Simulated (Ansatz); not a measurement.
```
Hf O
1.0
     5.55640    0.00000    0.00000
     0.00000    3.33360    0.00000
     0.00000    0.00000    6.50500
Hf O
4 8
Direct
  0.74868 0.75000 0.60787
  0.25132 0.25000 0.39213
  0.24868 0.75000 0.89213
  0.75132 0.25000 0.10787
  0.63950 0.25000 0.42340
  0.36050 0.75000 0.57660
  0.13950 0.25000 0.07660
  0.86050 0.75000 0.92340
  0.52079 0.25000 0.84145
  0.47921 0.75000 0.15855
  0.02079 0.25000 0.65855
  0.97921 0.75000 0.34145
```

Space group Pnma; a structure from a database of computed crystals, not necessarily the ambient phase; computed pressure about 3 GPa in this cell.

These are results of Kohn-Sham DFT of a periodic cell, PBE, Ansatz PAW in Ansatz 0.2.0, not measurements.

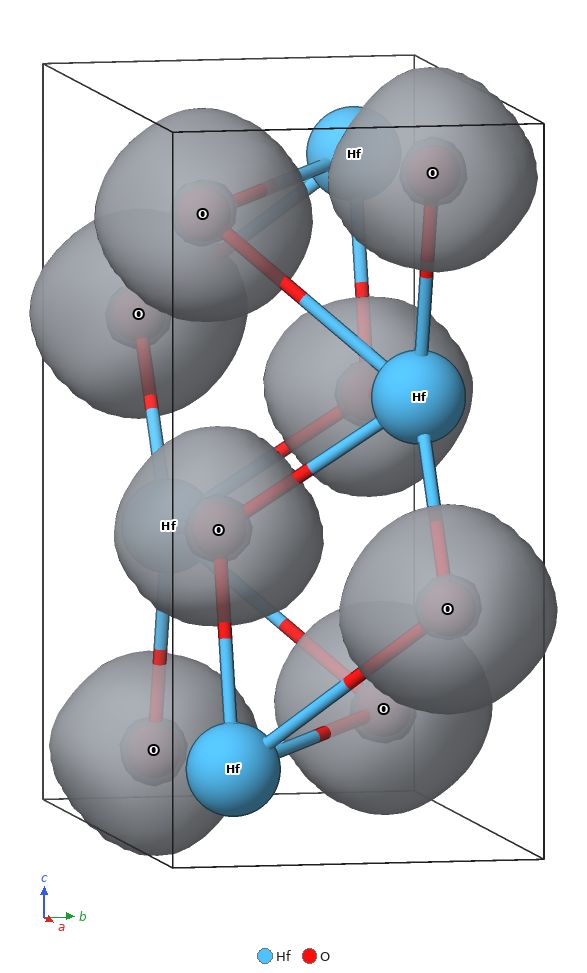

HfO2. Isosurface of the ELF at 0.6 (grey), seen slightly off an axis. Only the valence region is drawn (cores and ρ < 0.01 e/Å³ removed). Sticks mark near contacts.

Core electrons are frozen (PAW), and the valence fields are smoothed inside the atomic spheres.

Describe the localisation domains.

Answer. At this value the surface marks out eight regions wrapped around O (the valence shell of each), counted in one cell of 12 atoms. Regions shared between cells count once. Profiles from the grid: Hf–O (2.14 Å): the ELF peaks at about 0.85 in the valence shell of O, 0.6 Å from its nucleus, and drops to about 0.20 between the two atoms: no localised pair shows between them. Hf–O (2.27 Å): the ELF peaks at about 0.85 in the valence shell of O, 0.6 Å from its nucleus, and drops to about 0.15 between the two atoms; no shared electron pair shows on this line.
